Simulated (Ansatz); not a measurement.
```xyz
13
Lattice="5.7486 0.0000 0.0000 -1.9162 5.4199 0.0000 0.0000 0.0000 20.0267" Properties=species:S:1:pos:R:3 pbc="T T T"
Ta    0.9581    1.3550    3.9999
Ta    0.0000    4.0649    3.9999
Ta    3.8324    1.3550    3.9999
Ta    2.8743    4.0649    3.9999
Ta    0.0000    0.0000    6.2637
Ta   -0.9581    2.7099    6.2637
Ta    2.8743    0.0000    6.2637
Ta    1.9162    2.7099    6.2637
Ta    0.9581    1.3550    8.5268
Ta    0.0000    4.0649    8.5268
Ta    3.8324    1.3550    8.5268
Ta    2.8743    4.0649    8.5268
H     0.9581    2.7099    9.8045
```

A point of a scan over the structure, not its minimum; not relaxed (largest force 1.0 eV/Å); computed without spin polarisation; PAW files of the earlier set (soft_1).

All numbers below come from DFT PBE, scalar-relativistic, plane waves, PAW in Ansatz 0.2.0.

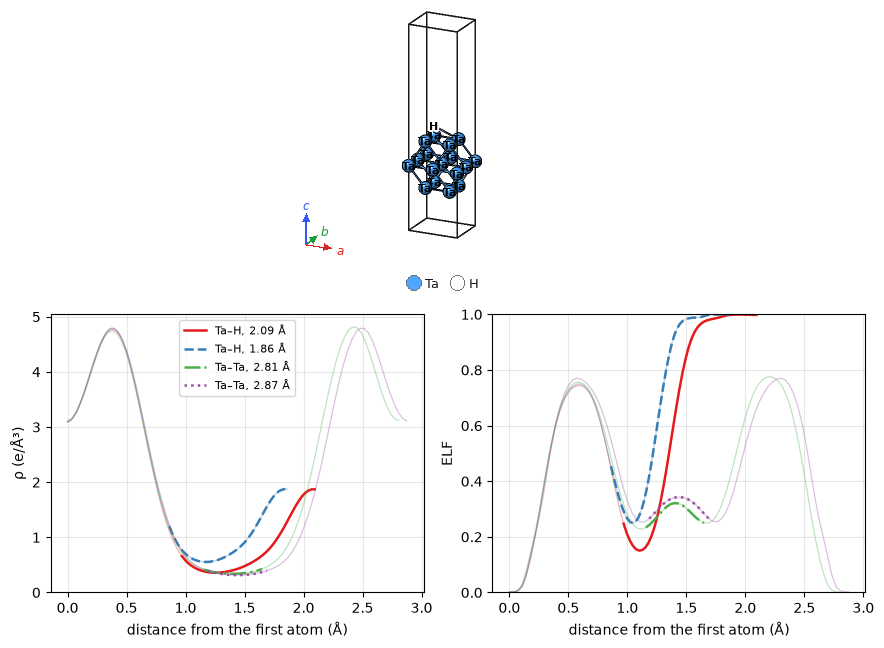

Ta₁₂H (slab). Valence electron density and ELF along straight lines between neighbouring atoms. Thin, pale parts lie inside the atomic spheres. The structure is drawn too.

The density is the valence pseudo-density of a PAW calculation; it isn't the true density close to the nuclei.

Compare the contacts.

Ta–H (2.09 Å): the density is about 0.49 e/Å³ at the midpoint; the ELF climbs to about 1 towards the hydrogen.
Ta–H (1.86 Å): ρ is about 0.89 e/Å³ halfway; the ELF climbs to about 1 towards the hydrogen.
Ta–Ta (2.81 Å): ρ at the midpoint is about 0.34 e/Å³; the ELF is about 0.30 at the midpoint.
Ta–Ta (2.87 Å): the density is about 0.31 e/Å³ at the midpoint; the ELF is about 0.35 at the midpoint.
